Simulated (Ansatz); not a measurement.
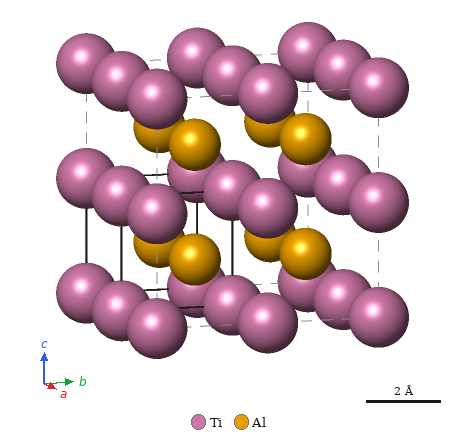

We look at a spheres-only model of the crystal slightly off an axis. Shown are 2×2×2 repeats of the conventional unit cell, one of them outlined in solid lines.

- The formula is TiAl.
- The atoms follow space group Pm-3m (No. 221); the Bravais lattice is primitive cubic.
- The arrangement is known as caesium chloride (CsCl, B2) type.
- Cell content 1 Ti, 1 Al; Z = 1.
- Ti is linked to eight Al in a cubic arrangement at about 2.7 Å. About every Al there are eight Ti in a cubic arrangement at about 2.7 Å. Not all metal-metal contacts are counted.

The structure was taken from a structure listed in the Materials Project. Earlier steps of the study may have refined or changed the cell and positions. It was run through Ansatz as a DFT input.
